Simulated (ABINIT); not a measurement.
System: GaS.

Input file:

```
# Datasets: ground state, then fixed potential
ndtset 2

# Pseudopotentials
pp_dirpath "./"
pseudos "Ga.LDA_PW-JTH.xml, S.LDA_PW-JTH.xml"

# Structure
acell 3.585 3.585 15.5 Angstrom
rprim
     1.0000000000     0.0000000000     0.0000000000
    -0.5000000000     0.8660254038     0.0000000000
     0.0000000000     0.0000000000     1.0000000000
ntypat 2
znucl 31 16
natom 8
typat 1 1 1 1 2 2 2 2
xred
     0.6666666667     0.3333333333     0.8300000000
     0.3333333333     0.6666666667     0.3300000000
     0.6666666667     0.3333333333     0.6700000000
     0.3333333333     0.6666666667     0.1700000000
     0.6666666667     0.3333333333     0.4000000000
     0.3333333333     0.6666666667     0.9000000000
     0.6666666667     0.3333333333     0.1000000000
     0.3333333333     0.6666666667     0.6000000000

# Plane-wave basis
ecut 20.0
pawecutdg 40.0

# Exchange and correlation
ixc 7

# Bands and occupations
occopt 3
tsmear 0.05 eV

# SCF cycle
nstep 100

# Output
iomode 3
prtwf 0
prteig 0
prtebands 0
enunit 1
prtden1 1
prtvha1 1
prtvclmb1 1
prtpot1 1

# Dataset 1
kptopt1 1
ngkpt1 9 9 2
nshiftk1 1
shiftk1 0.0 0.0 0.0
nband1 46
tolvrs1 1.0e-9

# Dataset 2: bands along G-M-K-G-A-L-H-A
iscf2 -2
getden2 1
nband2 52
nbdbuf2 4
tolwfr2 1.0e-11
kptopt2 -7
ndivsm2 5
prteig2 1
prtvol2 -3
kptbounds2
     0.0000000000     0.0000000000     0.0000000000
     0.5000000000     0.0000000000     0.0000000000
     0.3333333333     0.3333333333     0.0000000000
     0.0000000000     0.0000000000     0.0000000000
     0.0000000000     0.0000000000     0.5000000000
     0.5000000000     0.0000000000     0.5000000000
     0.3333333333     0.3333333333     0.5000000000
     0.0000000000     0.0000000000     0.5000000000
```

Command:

```sh
abinit run.abi > log 2>&1
```

Below, planes, directions and counts refer to the conventional cell (a = 3.58 Å, b = 3.59 Å, c = 15.50 Å, α = 90.00°, β = 90.00°, γ = 120.00°).

Space group P6₃/mmc; computed pressure about −3 GPa in this cell.

Level of theory: Kohn-Sham DFT of a periodic cell, LDA, JTH PAW LDA v2.0 (ABINIT).

Question: Predict the valence pseudo-density between the atoms.

Answer: Ga–Ga (2.48 Å): ρ is about 0.44 e/Å³ halfway.

Question: Does the calculation make it a metal, or give it a gap?

Answer: It is gapped, with a Kohn–Sham gap of 1.4 eV on the k-point mesh (the band edges may lie off the mesh, which would make the gap smaller).

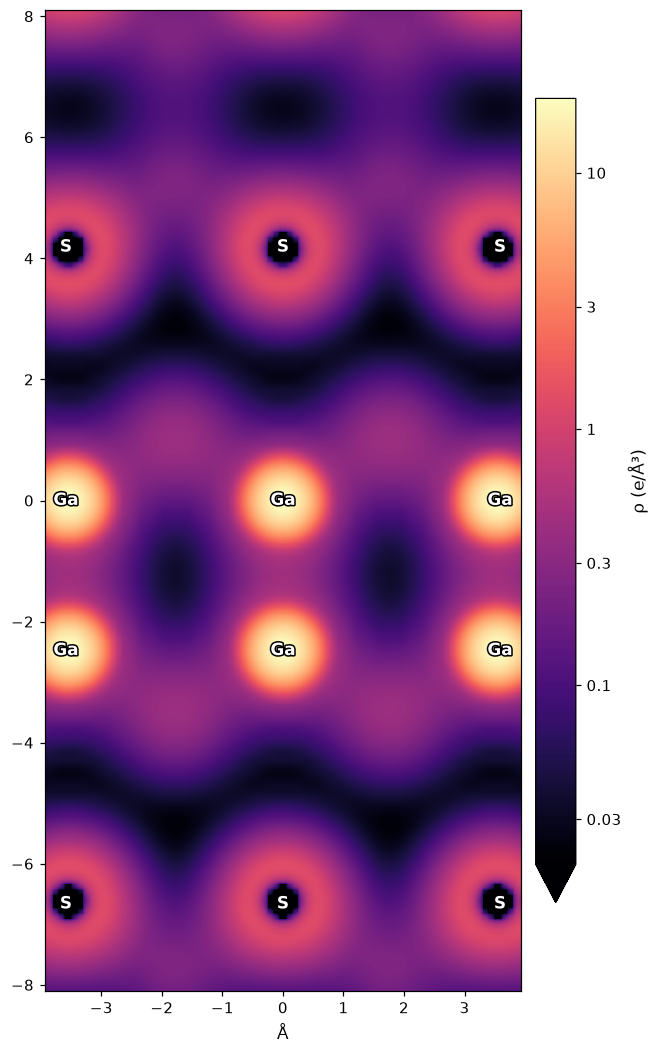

Computed valence pseudo-density on the (100) plane of the conventional cell. 

The density is the valence pseudo-density of a PAW calculation; it isn't the true density close to the nuclei.
